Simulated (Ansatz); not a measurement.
**Geometry relaxation of GaP (part 1 of 2)**

- system: GaP (P1, 32 atoms in the cell)
- method: DFT PBE, scalar-relativistic, plane waves, PAW, no spin polarisation (Ansatz 0.2.0)

The structure derives from a Materials Project entry. It belongs to a series of runs on one base structure; here: the perfect supercell shaken and relaxed.

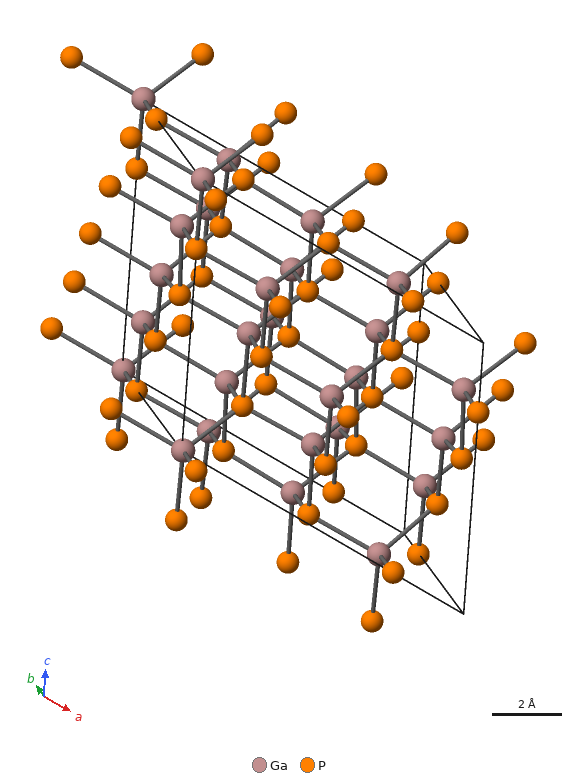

**Figure 1.** The input geometry (ball-and-stick view of the cell of the calculation, seen slightly off an axis; bonded neighbours outside the cell are drawn too). Near neighbours in the crystal (not all of them lie inside the picture): Ga has 4 P at 2.27 to 2.51 Å; P has 4 Ga at 2.27 to 2.51 Å.

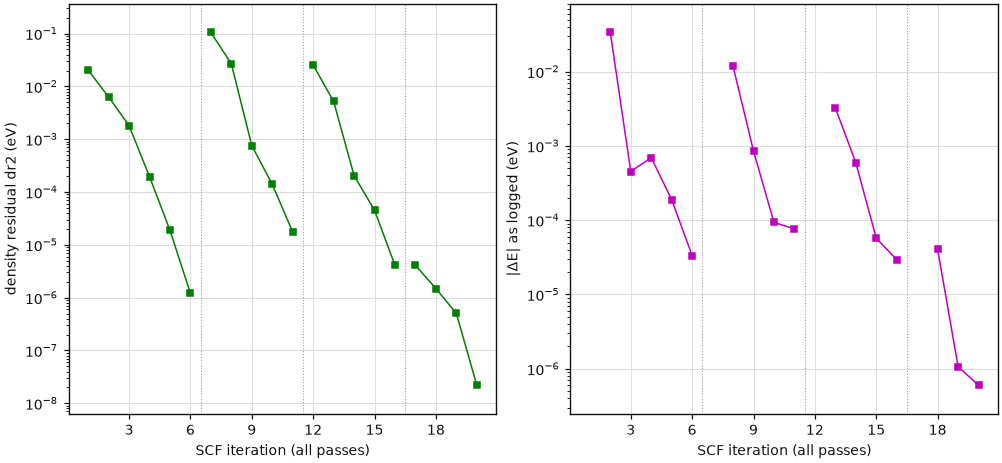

**Figure 2.** Convergence of the self-consistent field: density residual dr2 and size of the energy change against the SCF iteration. The dotted lines part the SCF passes of the relaxation: geometry steps, rejected trials and re-solves on a re-selected basis. The passes take 6, 5, 5 and 4 iterations.

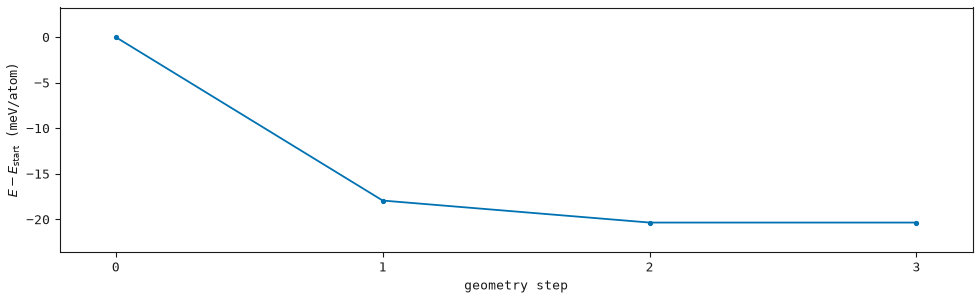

**Figure 3.** Progress of the relaxation, step by step (the first geometry is step 0 here and step 1 in the log).

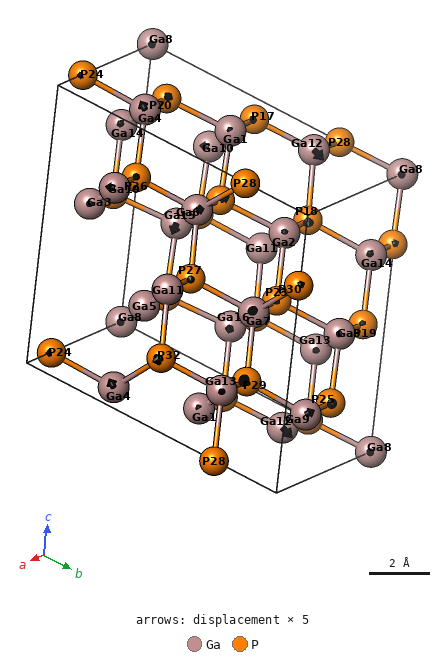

**Figure 4.** The starting structure with the displacements as black arrows, magnified 5 times (ball-and-stick view of the cell of the calculation, seen slightly off an axis). Over 3 geometry steps the energy falls by 20.3 meV per atom. The largest force component goes from 1.2 to 0.009 eV/Å. The largest move is that of Ga12, 0.10 Å. By element the largest moves are Ga 0.10 Å, P 0.10 Å. The cell doesn't change. Among the contacts that change: Ga9–P31 2.510 → 2.385 Å, Ga15–P21 2.501 → 2.384 Å, Ga12–P17 2.270 → 2.383 Å, Ga10–P30 2.478 → 2.384 Å. Among the angles that change: P23–Ga7–P29 113.9° → 109.4°, Ga15–P21–Ga16 105.4° → 109.5°, P18–Ga14–P30 105.5° → 109.5°. The space group (tolerance 0.01 Å) goes from P1 (No. 1) to F-43m (No. 216). (Atoms are counted from 1 in the order of the input.)

The input that produced these results follows, with the program's output.

Input file:
```yaml
crystal:
  lattice:
    - [-5.5051169769, 5.5051169769, 5.5051169769]
    - [5.5051169769, -5.5051169769, 5.5051169769]
    - [5.5051169769, 5.5051169769, -5.5051169769]
  atoms:
    - { symbol: Ga, position: [0.5002954627, 0.5025112564, -0.0028385633] }
    - { symbol: Ga, position: [0.4974099331, 0.7496140549, 0.744986694] }
    - { symbol: Ga, position: [0.4972831453, 0.0007659657, 0.498896838] }
    - { symbol: Ga, position: [0.753908519, 0.2560874494, -0.004028351] }
    - { symbol: Ga, position: [0.5010776064, 0.2510929391, 0.2494902912] }
    - { symbol: Ga, position: [0.7449610978, 0.4926308891, 0.7437025301] }
    - { symbol: Ga, position: [0.7424280183, 0.7499648788, 0.4949823688] }
    - { symbol: Ga, position: [0.005366215, 0.0034608586, 0.0023175381] }
    - { symbol: Ga, position: [0.7458362574, -0.0083045056, 0.2408697279] }
    - { symbol: Ga, position: [0.0021858616, 0.2586408315, 0.7521201419] }
    - { symbol: Ga, position: [-0.0008323449, 0.5010188924, 0.4986446054] }
    - { symbol: Ga, position: [0.2528508711, 0.7425803777, 0.003733845] }
    - { symbol: Ga, position: [0.0034574123, 0.750838545, 0.2523153201] }
    - { symbol: Ga, position: [0.2528601498, 0.0039947141, 0.748008623] }
    - { symbol: Ga, position: [0.2558826594, 0.2548319931, 0.5106550425] }
    - { symbol: Ga, position: [0.2475251397, 0.5003024131, 0.2535780085] }
    - { symbol: P, position: [0.2547069616, 0.5049721127, 0.0030752899] }
    - { symbol: P, position: [0.2433246583, 0.7466828463, 0.7512674695] }
    - { symbol: P, position: [0.2480790547, 0.0008393725, 0.4957438767] }
    - { symbol: P, position: [0.5028182758, 0.2478458847, -0.0056175706] }
    - { symbol: P, position: [0.2494864435, 0.2441417901, 0.2427868002] }
    - { symbol: P, position: [0.4989581258, 0.4929685473, 0.7427062252] }
    - { symbol: P, position: [0.5029295952, 0.7509678614, 0.5016804594] }
    - { symbol: P, position: [0.7509047016, 0.0053185128, 0.0017614415] }
    - { symbol: P, position: [0.4914831117, -0.0052695732, 0.2463899999] }
    - { symbol: P, position: [0.7455705687, 0.2488211335, 0.7469581835] }
    - { symbol: P, position: [0.7456447651, 0.4983771929, 0.4991881127] }
    - { symbol: P, position: [-0.0019358515, 0.7500588091, -0.0024911062] }
    - { symbol: P, position: [0.7613226223, 0.7593082649, 0.253329159] }
    - { symbol: P, position: [-0.0021137457, -0.0051949571, 0.7441713218] }
    - { symbol: P, position: [0.0103376073, 0.2519524231, 0.5057330192] }
    - { symbol: P, position: [-0.0045189867, 0.5052624672, 0.2534323625] }
basis:
  ecutwfc: 420
  xc_grid: 2
kpoints:
  mp_grid: { grid: [2, 2, 2], shift: [0.5, 0.5, 0.5] }
hamiltonian:
  xc: pbe
scf:
  occupations: { method: gaussian, width: 0.02 }
output:
  forces: true
  stress: false
  eigenvalues: true
relax:
  adjacent_minimum: "off"
  f_tol: 0.03
  max_steps: 25
```

Run as:
```bash
ansatz run input.yaml --threads 8 --pin off --max-ram 16384MiB --backend cpu --events-out ev --progress --plain --runs-dir out
```

The program's output:
```
Engine: ansatz 0.2.0, aarch64-unknown-linux-gnu
Pseudopotentials: kind: paw
Pseudopotential: Ga, paw, valence charge 13, recommended cutoff 420 eV (normal), Ga.paw.azcp
Pseudopotential: P, paw, valence charge 5, recommended cutoff 420 eV (normal), P.paw.azcp
Functional definition: PBE
  parameter kappa = 0.804
  parameter beta = 0.06672455060314922
  exchange = pbe_x(kappa = kappa, mu = beta*pi^2/3)
  correlation = pbe_c(beta = beta)
Crystal: 32 atoms, lattice volume = 667.359 Å³
Basis set: ecut = 420 eV, 13067 PW (Γ), exchange–correlation on 128×128×128 points (8 copies of the dense FFT grid, shifted against one another)
Bands: 176, of which v1, the nominal top of the filled ones, is band 144 counted from 1 (143 counted from 0)
Symmetry: 1 space group operations
Space group: P1 (ITA 1), of the structure as read, at distance tolerance 8.7e-5 Å
k-points: 4 of 8 (time reversal used)
Non-local potential: Ga, projectors of the file, l = 0: 2, l = 1: 2, l = 2: 3, l = 3: 1
Non-local potential: P, projectors of the file, l = 0: 2, l = 1: 2, l = 2: 2
PAW form: soft (Blöchl's): semilocal exchange-correlation on the pseudo side does not see the compensation charge
PAW one-centre angular grid: Ga, 590 points (default); XC on 64 Gauss nodes
PAW one-centre angular grid: P, 110 points (default); XC on 64 Gauss nodes
Initial density: superposition of atomic densities (neutral atoms: chi_scale 0, normalization atom), corrected by the library's trained network
Initial wavefunctions: pseudopotential atomic-orbital guess
Functional: x = pbe(κ = 0.804, μ = 0.2195149727645171), c = pbe(β = 0.06672455060314922)
SCF iter   1: F=—  HF=-72632.315078 eV  |F-HF|=—  |Δ(HF+E_count)|=         —  Δρ=1.38e-3  dr2=2.03e-2  ethr=1.77e-3  ⟨swp⟩=7.8  Hψ=2944  notcnv=0
preconditioner: auto → Resta (q_TF=auto, 2.372 Å⁻¹)  ε∞=4.1  [insulator: Δε(μ)=2.153 eV  Ē_g=13.810 eV  σ=0.020 eV  W_gap=1.00  n_scr=140 (ndim 8)  ℏωp=24.4 eV  f_vac=0.016  D(μ)=0.00/eV (n_scr^D=0)  ε∞_Penn≈4.1]
SCF iter   2: F=—  HF=-72632.281479 eV  |F-HF|=—  |Δ(HF+E_count)|=   3.36e-2  Δρ=9.78e-4  dr2=6.33e-3  ethr=7.06e-6  ⟨swp⟩=3.0  Hψ=1547  notcnv=0  defer=106
SCF iter   3: F=—  HF=-72632.281027 eV  |F-HF|=—  |Δ(HF+E_count)|=   4.52e-4  Δρ=4.00e-4  dr2=1.81e-3  ethr=2.20e-6  ⟨swp⟩=2.0  Hψ=918  notcnv=0  defer=106
SCF iter   4: F=—  HF=-72632.281722 eV  |F-HF|=—  |Δ(HF+E_count)|=   6.95e-4  Δρ=1.78e-4  dr2=1.96e-4  ethr=6.29e-7  ⟨swp⟩=2.0  Hψ=854  notcnv=0  defer=106
SCF iter   5: F=—  HF=-72632.281911 eV  |F-HF|=—  |Δ(HF+E_count)|=   1.89e-4  Δρ=4.28e-5  dr2=1.89e-5  ethr=6.79e-8  ⟨swp⟩=2.0  Hψ=1174  notcnv=0  defer=106
SCF iter   6: F=-72632.281944 eV  HF=-72632.281945 eV  |F-HF|=3.83e-7  |Δ(HF+E_count)|=   3.34e-5  Δρ=1.56e-5  dr2=1.21e-6  ethr=6.57e-9  ⟨swp⟩=11.8  Hψ=3165  notcnv=0
SCF 1 converged in 6 iterations: F = -72632.281944 eV  dr2 = 1.21e-6
  greatest PAW one-centre occupation: 0.994 electrons in one spin orbital (limit 2), on the Ga atom at site 8 (counted from 0), in its partial waves of l = 2
relax step   1: F+E_penalty+E_count = -72632.28194419 eV  Δ(F+E_penalty+E_count) = +0.000e0 eV  max|allowed force component| = 1.178e0 eV/Å  Δτ_max = 0.0000 Å  (6 SCF iters, dr2 threshold 2.25e-5 eV, accepted)
Initial density: handed on by an earlier stage of this run
Initial wavefunctions: those handed on with the density
iter 1 solved again at ethr=3.64e-5 eV; its pass at ethr=3.10e-3 eV (dr2=1.05e-1 eV) is discarded
SCF iter   1: F=—  HF=-72632.868212 eV  |F-HF|=—  |Δ(HF+E_count)|=         —  Δρ=5.18e-3  dr2=1.05e-1  ethr=3.64e-5  ⟨swp⟩=2.0  Hψ=2342  notcnv=0  defer=106
preconditioner: auto → Resta (q_TF=auto, 2.372 Å⁻¹)  ε∞=4.1  [insulator: Δε(μ)=2.273 eV  Ē_g=13.825 eV  σ=0.020 eV  W_gap=1.00  n_scr=140 (ndim 8)  ℏωp=24.4 eV  f_vac=0.011  D(μ)=0.00/eV (n_scr^D=0)  ε∞_Penn≈4.1]
SCF iter   2: F=—  HF=-72632.856455 eV  |F-HF|=—  |Δ(HF+E_count)|=   1.18e-2  Δρ=2.73e-3  dr2=2.69e-2  ethr=3.64e-5  ⟨swp⟩=3.2  Hψ=786  notcnv=0  defer=106
SCF iter   3: F=—  HF=-72632.855601 eV  |F-HF|=—  |Δ(HF+E_count)|=   8.54e-4  Δρ=3.50e-4  dr2=7.57e-4  ethr=9.34e-6  ⟨swp⟩=2.0  Hψ=812  notcnv=0  defer=106
SCF iter   4: F=—  HF=-72632.855694 eV  |F-HF|=—  |Δ(HF+E_count)|=   9.34e-5  Δρ=1.63e-4  dr2=1.40e-4  ethr=2.63e-7  ⟨swp⟩=2.0  Hψ=1200  notcnv=0  defer=106
SCF iter   5: F=-72632.855618 eV  HF=-72632.855618 eV  |F-HF|=1.15e-7  |Δ(HF+E_count)|=   7.63e-5  Δρ=5.28e-5  dr2=1.75e-5  ethr=3.01e-8  ⟨swp⟩=12.8  Hψ=4158  notcnv=0
SCF 2 converged in 5 iterations: F = -72632.855618 eV  dr2 = 1.75e-5
relax step   2: F+E_penalty+E_count = -72632.85561774 eV  Δ(F+E_penalty+E_count) = -5.737e-1 eV  max|allowed force component| = 4.537e-1 eV/Å  Δτ_max = 0.1096 Å  (5 SCF iters, dr2 threshold 8.67e-5 eV, accepted)
SCF iter   1: F=—  HF=-72632.935510 eV  |F-HF|=—  |Δ(HF+E_count)|=         —  Δρ=2.97e-3  dr2=2.53e-2  ethr=8.01e-5  ⟨swp⟩=6.2  Hψ=1793  notcnv=0  defer=106
preconditioner: auto → Resta (q_TF=auto, 2.372 Å⁻¹)  ε∞=4.1  [insulator: Δε(μ)=2.303 eV  Ē_g=13.831 eV  σ=0.020 eV  W_gap=1.00  n_scr=140 (ndim 8)  ℏωp=24.4 eV  f_vac=0.011  D(μ)=0.00/eV (n_scr^D=0)  ε∞_Penn≈4.1]
SCF iter   2: F=—  HF=-72632.932257 eV  |F-HF|=—  |Δ(HF+E_count)|=   3.25e-3  Δρ=1.46e-3  dr2=5.20e-3  ethr=8.79e-6  ⟨swp⟩=2.8  Hψ=1253  notcnv=0  defer=106
SCF iter   3: F=—  HF=-72632.932852 eV  |F-HF|=—  |Δ(HF+E_count)|=   5.95e-4  Δρ=2.13e-4  dr2=2.05e-4  ethr=1.81e-6  ⟨swp⟩=2.0  Hψ=1162  notcnv=0  defer=106
SCF iter   4: F=—  HF=-72632.932910 eV  |F-HF|=—  |Δ(HF+E_count)|=   5.72e-5  Δρ=9.50e-5  dr2=4.51e-5  ethr=7.12e-8  ⟨swp⟩=2.0  Hψ=1174  notcnv=0  defer=106
SCF iter   5: F=-72632.932881 eV  HF=-72632.932880 eV  |F-HF|=6.82e-7  |Δ(HF+E_count)|=   2.95e-5  Δρ=2.66e-5  dr2=4.09e-6  ethr=4.47e-9  ⟨swp⟩=14.0  Hψ=3962  notcnv=0
SCF 3 converged in 5 iterations: F = -72632.932881 eV  dr2 = 4.09e-6
relax step   3: F+E_penalty+E_count = -72632.93288073 eV  Δ(F+E_penalty+E_count) = -7.726e-2 eV  max|allowed force component| = 8.852e-3 eV/Å  Δτ_max = 0.0560 Å  (5 SCF iters, dr2 threshold 1.29e-5 eV, accepted)
iter 1 solved again at ethr=1.42e-9 eV; its pass at ethr=3.10e-3 eV (dr2=4.09e-6 eV) is discarded
SCF iter   1: F=—  HF=-72632.932840 eV  |F-HF|=—  |Δ(HF+E_count)|=         —  Δρ=2.66e-5  dr2=4.09e-6  ethr=1.42e-9  ⟨swp⟩=1.0  Hψ=1656  notcnv=0
preconditioner: auto → Resta (q_TF=auto, 2.372 Å⁻¹)  ε∞=4.1  [insulator: Δε(μ)=2.303 eV  Ē_g=13.818 eV  σ=0.020 eV  W_gap=1.00  n_scr=140 (ndim 8)  ℏωp=24.4 eV  f_vac=0.011  D(μ)=0.00/eV (n_scr^D=0)  ε∞_Penn≈4.1]
SCF iter   2: F=—  HF=-72632.932881 eV  |F-HF|=—  |Δ(HF+E_count)|=   4.07e-5  Δρ=1.48e-5  dr2=1.49e-6  ethr=1.42e-9  ⟨swp⟩=2.0  Hψ=1123  notcnv=0
SCF iter   3: F=—  HF=-72632.932882 eV  |F-HF|=—  |Δ(HF+E_count)|=   1.07e-6  Δρ=7.87e-6  dr2=5.02e-7  ethr=5.18e-10  ⟨swp⟩=2.0  Hψ=1112  notcnv=0
SCF iter   4: F=-72632.932883 eV  HF=-72632.932883 eV  |F-HF|=1.75e-8  |Δ(HF+E_count)|=   5.99e-7  Δρ=1.72e-6  dr2=2.19e-8  ethr=3.47e-11  ⟨swp⟩=4.0  Hψ=3038  notcnv=0
SCF 4 converged in 4 iterations: F = -72632.932883 eV  dr2 = 2.19e-8
relax step   4: F+E_penalty+E_count = -72632.93288274 eV  Δ(F+E_penalty+E_count) = -2.010e-6 eV  max|allowed force component| = 9.024e-3 eV/Å  Δτ_max = 0.0000 Å  (4 SCF iters, accepted)
SCF converged after 4 iterations
Free energy (F): -72632.932883 eV
Harris-Foulkes:  -72632.932883 eV  (|F-HF|=1.75e-8)
Internal energy: -72632.932883 eV  (E = F + TS)
E sigma→0 (E₀):  -72632.932883 eV
Fermi energy:    7.249369 eV
--- Per-component energies (eV) ---
  E_band       = -1018.620807
  E_kinetic    = 2966.319364
  E_local      = -35527.479085  (includes V_loc(G=0)·N_el)
  E_nonlocal   = 7341.274721
  E_hartree    = 16402.759695
  E_xc         = -2085.051668
  E_vxc        = -1894.650390  (∫ρ·V_xc dr)
  E_paw        = -40936.799991  (= ΣΔE_a)
  E_vpaw       = -6709.605117  (= ΣTr[D̂ρ^β])
  E_aug_tail   = -0.001381  (compensation charges beyond the density's cutoff)
  E_ewald      = -20793.954538
  E_smearing   = -0.000000  (= −TS)
  E_closure    = -0.000000  (closes the sum)
  Σ components = -72632.932883   (vs F -72632.932883, Δ=0.00e0)
--- Forces (eV/Å), atoms counted from 1 ---
  atom   1  Ga     0.00264366    -0.00155358    -0.00184033
  atom   2  Ga     0.00045697     0.00286924    -0.00553385
  atom   3  Ga    -0.00031567     0.00163240    -0.00349946
  atom   4  Ga    -0.00284533    -0.00109941     0.00240311
  atom   5  Ga    -0.00096136     0.00110154    -0.00191194
  atom   6  Ga     0.00367679     0.00138032     0.00098450
  atom   7  Ga    -0.00690445    -0.00411823     0.00396860
  atom   8  Ga    -0.00104965    -0.00769632    -0.00230730
  atom   9  Ga     0.00902388     0.00018852     0.00373350
  atom  10  Ga     0.00376687     0.00466965    -0.00375006
  atom  11  Ga    -0.00073410     0.00048226    -0.00534338
  atom  12  Ga    -0.00216425    -0.00477871     0.00619783
  atom  13  Ga    -0.00039651     0.00235523    -0.00285844
  atom  14  Ga     0.00325808     0.00120365     0.00407891
  atom  15  Ga    -0.00653044    -0.00466941    -0.00049938
  atom  16  Ga     0.00517412     0.00165861     0.00353373
  atom  17  P     -0.00298192    -0.00026856    -0.00051043
  atom  18  P     -0.00168569     0.00021687    -0.00061077
  atom  19  P      0.00114947    -0.00144349     0.00071327
  atom  20  P     -0.00148948     0.00055774    -0.00015028
  atom  21  P     -0.00338600    -0.00234820     0.00383842
  atom  22  P     -0.00062541     0.00187741     0.00019911
  atom  23  P      0.00028081     0.00128327    -0.00084545
  atom  24  P      0.00126752     0.00210738    -0.00147387
  atom  25  P     -0.00078347    -0.00030646    -0.00137700
  atom  26  P      0.00060225    -0.00102901     0.00038529
  atom  27  P      0.00043625     0.00009513    -0.00131935
  atom  28  P      0.00244936     0.00069258     0.00175678
  atom  29  P      0.00031966     0.00056869     0.00148160
  atom  30  P     -0.00129889     0.00052966    -0.00149456
  atom  31  P      0.00009188     0.00398991     0.00267081
  atom  32  P     -0.00044160    -0.00014747    -0.00061761
  max |Σ_I F_I| component: 3.39e-6 eV/Å
--- Band table (eV) ---
  k-point 0: bands = ["-7.8541", "-7.8541", "-7.8540", "-7.8540", "-7.8540", "-7.8539", "-7.8539", "-7.8539", "-7.8538", "-7.8538", "-7.8538", "-7.8537", "-7.8085", "-7.8085", "-7.8085", "-7.8085", "-7.7564", "-7.7564", "-7.7564", "-7.7564", "-7.7564", "-7.7563", "-7.7563", "-7.7563", "-7.7344", "-7.7344", "-7.7344", "-7.7343", "-7.7343", "-7.7343", "-7.7343", "-7.7342", "-7.7342", "-7.7342", "-7.7342", "-7.7341", "-7.7275", "-7.7274", "-7.7274", "-7.7274",
      "-7.7273", "-7.7273", "-7.7273", "-7.7273", "-7.7272", "-7.7272", "-7.7272", "-7.7272", "-7.6921", "-7.6921", "-7.6920", "-7.6920", "-7.6920", "-7.6920", "-7.6919", "-7.6919", "-7.6919", "-7.6919", "-7.6918", "-7.6918", "-7.6779", "-7.6779", "-7.6779", "-7.6779", "-7.6778", "-7.6778", "-7.6777", "-7.6777", "-7.6677", "-7.6676", "-7.6676", "-7.6676", "-7.6676", "-7.6676", "-7.6675", "-7.6675", "-7.6675", "-7.6674", "-7.6674", "-7.6674",
      "-4.8121", "-4.8120", "-4.8118", "-4.8117", "-3.2747", "-3.2742", "-3.2741", "-3.2739", "-3.2739", "-3.2739", "-3.2737", "-3.2736", "-3.2735", "-3.2734", "-3.2733", "-3.2731", "0.7019", "0.7024", "0.7026", "0.7029", "0.7031", "0.7033", "0.7035", "0.7036", "0.7038", "0.7041", "0.7044", "0.7046", "2.9031", "2.9033", "2.9035", "2.9036", "3.5973", "3.5975", "3.5977", "3.5978", "3.5979", "3.5981", "3.5981", "3.5983",
      "3.5984", "3.5985", "3.5987", "3.5987", "4.7615", "4.7616", "4.7618", "4.7620", "4.7622", "4.7622", "4.7624", "4.7625", "4.7627", "4.7629", "4.7630", "4.7633", "6.0789", "6.0790", "6.0792", "6.0794", "6.0795", "6.0797", "6.0799", "6.0800", "8.7667", "8.7668", "8.7670", "8.7672", "9.1821", "9.1824", "9.1826", "9.1828", "9.1830", "9.1833", "9.1835", "9.1836", "9.1840", "9.1842", "9.1845", "9.1846",
      "11.4372", "11.4374", "11.4374", "11.4376", "11.4377", "11.4378", "11.4380", "11.4381", "11.5596", "11.5600", "11.5605", "11.5610", "11.5632", "11.5636", "11.5641", "11.5643"]
```
